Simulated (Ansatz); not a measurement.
GaN (P6_3mc): refractive index against wavelength

The refractive index of GaN (P6_3mc) along x below the direct gap (1.96 eV on the mesh) is read from one computed spectrum, n = √(Re ε). x, y and z are the Cartesian axes of the input cell.

Cell: a, b, c = 3.180, 3.180, 5.166 Å (primitive vectors), 4 atoms.

Method: Ansatz 0.2.0, PBE, independent particles, k-mesh 12×12×6 with interpolation inside its cells, Gaussian parameter 0.15 eV.

Launch of the response step: `ansatz run input.yaml --threads 4 --pin off --max-ram 8192MiB --backend cpu --events-out ev --progress --plain --runs-dir out`. The run took 42 s, on 4 threads of Intel(R) Xeon(R) CPU @ 2.80GHz (Skylake/Cascade Lake), with other jobs on the host.

```tsv
wavelength (nm)	photon energy E (eV)	n
3000	0.413	2.4300
2000	0.620	2.4364
1550	0.800	?
1310	0.946	2.4528
1064	1.165	2.4691
```

In the single-oscillator model n² − 1 = E₀E_d/(E₀² − E²), so 1/(n² − 1) = E₀/E_d − E²/(E₀E_d) is linear in E².

Working, on the rows shown:

| x = E² (eV²) | y = 1/(n² − 1) |
| --- | --- |
| 0.170801 | 0.203878 |
| 0.384302 | 0.202591 |
| 0.895757 | 0.199353 |
| 1.35784 | 0.196215 |

Means: x̄ = 0.70218, ȳ = 0.20051. Σ(x − x̄)(y − ȳ) = -0.005491, Σ(x − x̄)² = 0.8508. Slope = -0.005491 / 0.8508 = -0.006454; intercept = ȳ − slope · x̄ = 0.20504. Turned back into n, the line misses the rows shown by at most 0.00048.

Problem. Fill in the last column of the withheld row.

Solution. At x = 0.63984 the line gives y = 0.20091, that is 2.4449. The run gave 2.4444, so the interpolation is off by 0.00045, 1.2 % of the range in the table.

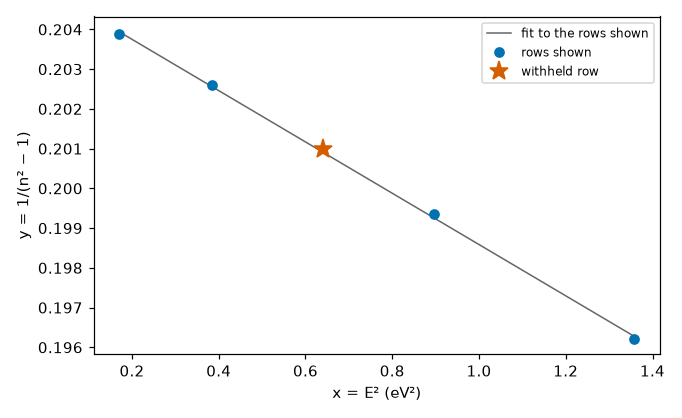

Refitted with all rows, the slope is -0.00646 and the intercept 0.20506. These give E₀ = √(intercept/−slope) = 5.63 eV and E_d = E₀/intercept = 27.5 eV; E₀ is 2.9 times the direct gap. The electronic limit at long wavelengths, without lattice vibrations, is n = √(1 + 1/intercept) = 2.424. The cell comes from an older database entry, whose edges can be off by a per cent or so. Excitons are left out and so are local fields; PBE gaps are as a rule too small. Spin-orbit coupling is left out.

[Logs are printed without paths, hosts, clocks, repeated set-up lines and the standing remarks that a program may print on its own settings, such as how far it seeks lower states.]
